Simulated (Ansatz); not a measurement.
**Run report: TaSi2, single-point calculation (part 1 of 2)**

The run: single-point calculation of TaSi2 (slab, 27 atoms in the cell). Method and program: DFT PBE, scalar-relativistic, plane waves, PAW, no spin polarisation (Ansatz 0.2.0).

The structure derives from an entry of the Crystallography Open Database. It belongs to a series of runs on one base structure; here: (1 0 0) slab cut from the bulk. Figures and captions count atoms from 1; the log counts them from 0 in places.

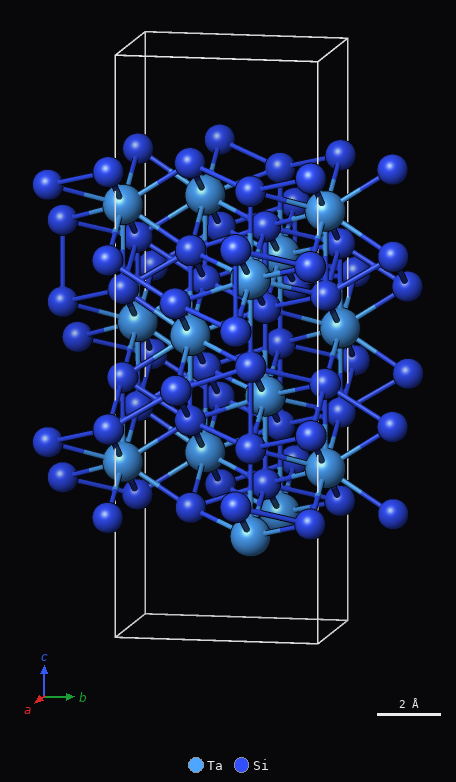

*The structure as given in the input (ball-and-stick view of the cell of the calculation, with the vacuum cut short, seen slightly off an axis; bonded neighbours outside the cell are drawn too). An atom can appear more than once, as a periodic image.*

## The input
```yaml
crystal:
  lattice:
    - [4.8056401744, 0.0, 0.0]
    - [0.0, 6.5971690276, 0.0]
    - [0.0, 0.0, 26.8240477952]
  atoms:
    - { symbol: Ta, position: [0.0, 0.6666666667, 0.2795998597] }
    - { symbol: Si, position: [0.261628168, 0.0, 0.3042557814] }
    - { symbol: Si, position: [0.738371832, 0.3333333333, 0.3042557814] }
    - { symbol: Si, position: [0.5, 0.6666666667, 0.3289117031] }
    - { symbol: Ta, position: [0.75, 0.0, 0.3571758934] }
    - { symbol: Ta, position: [0.25, 0.3333333333, 0.3571758934] }
    - { symbol: Si, position: [0.0, 0.6666666667, 0.3854400837] }
    - { symbol: Si, position: [0.761628168, 0.3333333333, 0.4100960054] }
    - { symbol: Si, position: [0.238371832, 0.0, 0.4100960054] }
    - { symbol: Ta, position: [0.5, 0.6666666667, 0.4347519271] }
    - { symbol: Si, position: [0.761628168, 0.0, 0.4594078488] }
    - { symbol: Si, position: [0.238371832, 0.3333333333, 0.4594078488] }
    - { symbol: Si, position: [0.0, 0.6666666667, 0.4840637705] }
    - { symbol: Ta, position: [0.25, 0.0, 0.5123279609] }
    - { symbol: Ta, position: [0.75, 0.3333333333, 0.5123279609] }
    - { symbol: Si, position: [0.5, 0.6666666667, 0.5405921512] }
    - { symbol: Si, position: [0.261628168, 0.3333333333, 0.5652480729] }
    - { symbol: Si, position: [0.738371832, 0.0, 0.5652480729] }
    - { symbol: Ta, position: [0.0, 0.6666666667, 0.5899039946] }
    - { symbol: Si, position: [0.261628168, 0.0, 0.6145599163] }
    - { symbol: Si, position: [0.738371832, 0.3333333333, 0.6145599163] }
    - { symbol: Si, position: [0.5, 0.6666666667, 0.639215838] }
    - { symbol: Ta, position: [0.75, 0.0, 0.6674800283] }
    - { symbol: Ta, position: [0.25, 0.3333333333, 0.6674800283] }
    - { symbol: Si, position: [0.0, 0.6666666667, 0.6957442186] }
    - { symbol: Si, position: [0.761628168, 0.3333333333, 0.7204001403] }
    - { symbol: Si, position: [0.238371832, 0.0, 0.7204001403] }
basis:
  ecutwfc: 420
kpoints:
  mp_grid: { grid: [7, 6, 1] }
hamiltonian:
  xc: pbe
scf:
  occupations: { method: gaussian, width: 0.1 }
output:
  forces: true
  stress: true
  eigenvalues: true
  write_density: true
  write_potential: true
  elf: true
  volumetric_format: npy
efield:
  axis: 3
  dipole_correction: true
  ramp_width: 0.04
```

Hardware: 4 threads of Intel Xeon @ 2.50GHz (Skylake/Cascade Lake), 32 GiB of memory available, shared host.

Launched with:
```bash
ansatz run input.yaml --threads 4 --pin off --max-ram 10240MiB --backend cpu --events-out ev --progress --plain --runs-dir out
```

## The program's output
```
Engine: ansatz 0.2.0, x86_64-unknown-linux-gnu
Pseudopotentials: kind: paw
Pseudopotential: Ta, paw, valence charge 13, recommended cutoff 420 eV (normal), Ta.paw.azcp
Pseudopotential: Si, paw, valence charge 4, recommended cutoff 420 eV (normal), Si.paw.azcp
Functional definition: PBE
  parameter kappa = 0.804
  parameter beta = 0.06672455060314922
  exchange = pbe_x(kappa = kappa, mu = beta*pi^2/3)
  correlation = pbe_c(beta = beta)
Crystal: 27 atoms, lattice volume = 850.419 Å³
Basis set: ecut = 420 eV, 16575 PW (Γ), exchange–correlation on 72×90×360 points (8 copies of the dense FFT grid, shifted against one another)
Bands: 122, of which v1, the nominal top of the filled ones, is band 95 counted from 1 (94 counted from 0)
Symmetry: 2 space group operations
Space group: P2 (ITA 3), of the structure as read, at distance tolerance 9.5e-5 Å
k-points: 22 of 42
Non-local potential: Ta, projectors of the file, l = 0: 3, l = 1: 2, l = 2: 2, l = 3: 1
Non-local potential: Si, projectors of the file, l = 0: 2, l = 1: 2, l = 2: 2
PAW form: soft (Blöchl's): semilocal exchange-correlation on the pseudo side does not see the compensation charge
PAW one-centre angular grid: Ta, 590 points (default); XC on 64 Gauss nodes
PAW one-centre angular grid: Si, 110 points (default); XC on 64 Gauss nodes
Initial density: superposition of atomic densities (neutral atoms: chi_scale 0, normalization atom), corrected by the library's trained network
Initial wavefunctions: pseudopotential atomic-orbital guess
Functional: x = pbe(κ = 0.804, μ = 0.2195149727645171), c = pbe(β = 0.06672455060314922)
SCF iter   1: F=—  HF=-100837.746474 eV  |F-HF|=—  |Δ(HF+E_count)|=         —  Δρ=4.66e-3  dr2=2.18e0  ethr=1.77e-3  p=-0.165 e·Å  D=-3.51e-2 V/Å  ΔV_dip=0.94 eV  dr2_dipole=6.02e-1  V_vac-E_F(+/−)=4.64/3.70 eV  ⟨swp⟩=10.7  Hψ=16001  notcnv=0  defer=9
efield: sawtooth ramp at fractional position 0.9800 (placed from the atoms, in the widest stretch of the axis that holds none; the zero of the levels goes with the place), width 0.0400; the density the first Hamiltonian is built on has a dipole p = -0.165 e·Å; the dipole correction subtracts the counter field D = -3.51e-2 V/Å, which shifts the + side's vacuum level by +0.94 eV against the − side's; the planar-averaged density in the ramp window peaks in size at 1.1e-5 e/Å³
preconditioner: auto → LDOS  [metal: Δε(μ)=0.015 eV  Ē_g=6.487 eV  σ=0.100 eV  W_gap=0.08  n_scr=144 (ndim 8)  ℏωp=13.8 eV  f_vac=0.446  D(μ)=14.08/eV (n_scr^D=78)  β→1.0]
SCF iter   2: F=—  HF=-100837.696241 eV  |F-HF|=—  |Δ(HF+E_count)|=   5.02e-2  Δρ=1.54e-3  dr2=1.46e-1  ethr=1.15e-3  p=-0.189 e·Å  D=-4.03e-2 V/Å  ΔV_dip=1.08 eV  dr2_dipole=5.05e-2  V_vac-E_F(+/−)=4.63/3.55 eV  ⟨swp⟩=1.9  Hψ=3138  notcnv=0  defer=98
SCF iter   3: F=—  HF=-100837.692627 eV  |F-HF|=—  |Δ(HF+E_count)|=   3.61e-3  Δρ=3.88e-4  dr2=5.86e-3  ethr=7.71e-5  p=-0.198 e·Å  D=-4.21e-2 V/Å  ΔV_dip=1.13 eV  dr2_dipole=3.53e-4  V_vac-E_F(+/−)=4.63/3.50 eV  ⟨swp⟩=2.1  Hψ=3178  notcnv=0  defer=153
SCF iter   4: F=—  HF=-100837.692533 eV  |F-HF|=—  |Δ(HF+E_count)|=   9.46e-5  Δρ=1.34e-4  dr2=4.95e-4  ethr=3.10e-6  p=-0.203 e·Å  D=-4.32e-2 V/Å  ΔV_dip=1.16 eV  dr2_dipole=7.62e-5  V_vac-E_F(+/−)=4.63/3.47 eV  ⟨swp⟩=3.0  Hψ=4529  notcnv=0  defer=153
SCF iter   5: F=—  HF=-100837.692561 eV  |F-HF|=—  |Δ(HF+E_count)|=   2.82e-5  Δρ=5.40e-5  dr2=9.58e-5  ethr=2.62e-7  p=-0.206 e·Å  D=-4.38e-2 V/Å  ΔV_dip=1.18 eV  dr2_dipole=2.82e-5  V_vac-E_F(+/−)=4.63/3.45 eV  ⟨swp⟩=2.3  Hψ=4152  notcnv=0  defer=153
SCF iter   6: F=—  HF=-100837.692617 eV  |F-HF|=—  |Δ(HF+E_count)|=   5.62e-5  Δρ=2.00e-5  dr2=1.35e-5  ethr=5.07e-8  p=-0.208 e·Å  D=-4.42e-2 V/Å  ΔV_dip=1.18 eV  dr2_dipole=9.30e-7  V_vac-E_F(+/−)=4.63/3.44 eV  ⟨swp⟩=2.3  Hψ=4629  notcnv=0  defer=59
SCF iter   7: F=—  HF=-100837.692616 eV  |F-HF|=—  |Δ(HF+E_count)|=   8.14e-7  Δρ=6.09e-6  dr2=8.04e-7  ethr=7.17e-9  p=-0.208 e·Å  D=-4.43e-2 V/Å  ΔV_dip=1.19 eV  dr2_dipole=2.37e-7  V_vac-E_F(+/−)=4.62/3.44 eV  ⟨swp⟩=3.0  Hψ=4817  notcnv=0  defer=59
SCF iter   8: F=—  HF=-100837.692617 eV  |F-HF|=—  |Δ(HF+E_count)|=   3.25e-7  Δρ=2.11e-6  dr2=1.12e-7  ethr=5.29e-11  p=-0.208 e·Å  D=-4.43e-2 V/Å  ΔV_dip=1.19 eV  dr2_dipole=4.86e-12  V_vac-E_F(+/−)=4.62/3.44 eV  ⟨swp⟩=28.5  Hψ=28599  notcnv=0
SCF iter   9: F=-100837.692617 eV  HF=-100837.692617 eV  |F-HF|=5.82e-11  |Δ(HF+E_count)|=   7.01e-8  Δρ=7.70e-7  dr2=1.72e-8  ethr=5.29e-11  p=-0.208 e·Å  D=-4.43e-2 V/Å  ΔV_dip=1.19 eV  dr2_dipole=1.38e-9  V_vac-E_F(+/−)=4.62/3.44 eV  ⟨swp⟩=13.1  Hψ=20330  notcnv=0
SCF 1 converged in 9 iterations: F = -100837.692617 eV  dr2 = 1.72e-8
  greatest PAW one-centre occupation: 1.000 electrons in one spin orbital (limit 2), on the Ta atom at site 9 (counted from 0), in its partial waves of l = 0
```

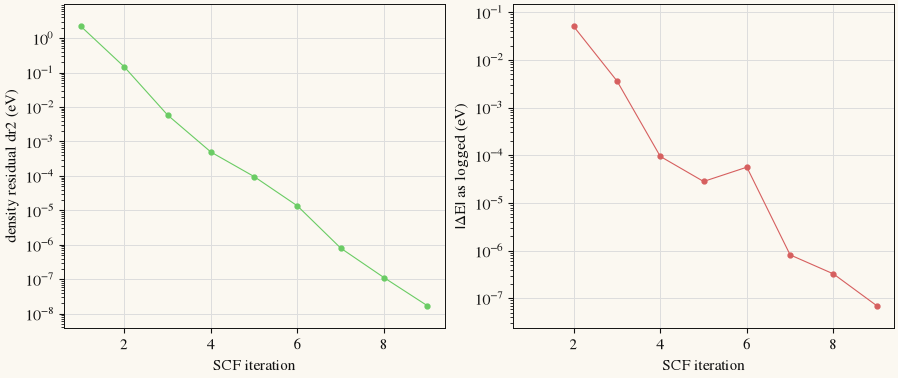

*Convergence of the self-consistent field: density residual dr2 and size of the energy change against the SCF iteration.*

The residual falls at every step.

```
WARN: The output density's exchange-correlation potential varies sharply where the density is thin. Do not read a vacuum level from v_tot or v_xc, or from such a field of the output density. On a cell that repeats whose density bears no net charge and no dipole along the vacuum's axis use v_es (v_loc + v_h of the components); under efield.dipole_correction with no amplitude use v_es + v_field, which holds any external_charges[].barrier, or the levels of the report's work_function block, which leave it out; under a non-zero efield.amplitude the vacuum is tilted and has no level; on a cell that repeats and bears such a dipole with no correction it is tilted too, and efield.dipole_correction with no amplitude gives each side of its ramp a level where efield: is served; in a cell that repeats whose density bears a net charge (total_charge, or a fill off its count) it is curved and has none; of a slab under crystal.periodic whose density bears no net charge use v_es, which has a level on each side, short of where the two are joined; of another it falls or rises all the way out and has none; of a slab beside external_charges read slab_vacuum_level instead, which it has where they leave it neutral. The grid or the basis barely resolves most such structure, and the values can differ between equally converged runs; as a rule a tighter scf.convergence.dr2_threshold does not remove it. Where the density itself ripples (under the LDA too) a higher basis.ecutwfc lessens it. The files hold the spikes' plane waves up to the density's cutoff. Files: v_tot_of_output_density and the like, and their columns of v_z.tsv (output.write_potential); v_xc_of_output_density and the like, and their columns of v_comp_z.tsv (output.write_potential_components). Measured: with its Gaussian average of σ = 0.25 Å subtracted twice, the exchange-correlation potential is over 0.1 eV at 219 of the grid points where the equally averaged density (valence and model cores) is under 1e-3 e/Å³, and 0.346 eV at the most among them, at an averaged density of 2.5e-8 e/Å³. The input density's (outcome.potential() and, of a run that writes arrays, v_tot and v_xc) is over 0.1 eV, so measured, at 1 points of its own thin density, 0.101 eV at the most. See output.write_potential in the manual, Limitations
SCF converged after 9 iterations
Free energy (F): -100837.692617 eV
Harris-Foulkes:  -100837.692617 eV  (|F-HF|=5.82e-11)
Internal energy: -100837.618907 eV  (E = F + TS)
E sigma→0 (E₀):  -100837.655762 eV
Entropy (-TS):   -0.073709 eV (-2.730 meV/atom)
Fermi energy:    4.809453 eV
Dipole field:    D = -0.044313 V/Å  (p = -0.208258 e·Å, saw-weighted, corrected)
Work function:   Φ+ = 4.6242 eV   Φ− = 3.4355 eV
Levels:          The Fermi level and band energies are counted from a zero that moves with the ramp; work functions are not
--- Per-component energies (eV) ---
  E_band       = -2690.902045
  E_kinetic    = 4043.069640
  E_local      = -137211.056507  (includes V_loc(G=0)·N_el)
  E_nonlocal   = 587.549238
  E_hartree    = 66824.699173
  E_xc         = -2973.062205
  E_vxc        = -2696.190980  (∫ρ·V_xc dr)
  E_paw        = -84797.933181  (= ΣΔE_a)
  E_vpaw       = -1062.829579  (= ΣTr[D̂ρ^β])
  E_aug_tail   = 0.001520  (compensation charges beyond the density's cutoff)
  E_efield     = 0.004614  (sawtooth field / dipole correction)
  E_vefield    = -0.817457  (∫n·V_field dr)
  E_ewald      = 52689.108802
  E_smearing   = -0.073709  (= −TS)
  E_closure    = 0.000000  (closes the sum)
  Σ components = -100837.692617   (vs F -100837.692617, Δ=0.00e0)
--- Forces (eV/Å), atoms counted from 1 ---
  atom   1  Ta    -0.00000000     0.00000000     3.12707943
  atom   2  Si    -0.88498702    -0.92257196    -0.54798886
  atom   3  Si     0.88498702     0.92257196    -0.54798886
  atom   4  Si     0.00000000    -0.00000000    -0.95025203
  atom   5  Ta     0.29550138    -0.26333114    -0.07038589
  atom   6  Ta    -0.29550138     0.26333114    -0.07038589
  atom   7  Si     0.00000000    -0.00000000    -0.34442193
  atom   8  Si    -0.01036420     0.07597846    -0.24818669
  atom   9  Si     0.01036420    -0.07597846    -0.24818669
  atom  10  Ta     0.00000000     0.00000000    -0.02636361
  atom  11  Si    -0.05244067     0.01236686    -0.11743841
  atom  12  Si     0.05244067    -0.01236686    -0.11743841
  atom  13  Si    -0.00000000    -0.00000000     0.14171539
  atom  14  Ta    -0.07842614     0.02402995    -0.08681989
  atom  15  Ta     0.07842614    -0.02402995    -0.08681989
  atom  16  Si    -0.00000000     0.00000000     0.09443357
  atom  17  Si    -0.08328773     0.09558503     0.20668447
  atom  18  Si     0.08328773    -0.09558503     0.20668447
  atom  19  Ta     0.00000000     0.00000000    -0.57655606
  atom  20  Si    -0.02879390    -0.05358578     0.65167348
  atom  21  Si     0.02879390     0.05358578     0.65167348
  atom  22  Si    -0.00000000    -0.00000000     0.50064076
  atom  23  Ta    -0.02939956     0.08565798    -0.29732002
  atom  24  Ta     0.02939956    -0.08565798    -0.29732002
  atom  25  Si     0.00000000    -0.00000000    -0.22799527
  atom  26  Si    -0.24137389     0.67007939    -0.35939541
  atom  27  Si     0.24137389    -0.67007939    -0.35939541
  max |Σ_I F_I| component: 7.42e-5 eV/Å
--- Stress (GPa, compression-positive) ---
       -2.073770       0.394185       0.000000
        0.394185      -1.606804      -0.000000
        0.000000      -0.000000      -1.545221
  P = ⅓ Tr σ = -1.7419 GPa (-17.419 kbar)
--- Band table (eV; the first three rows and the last of 22) ---
```
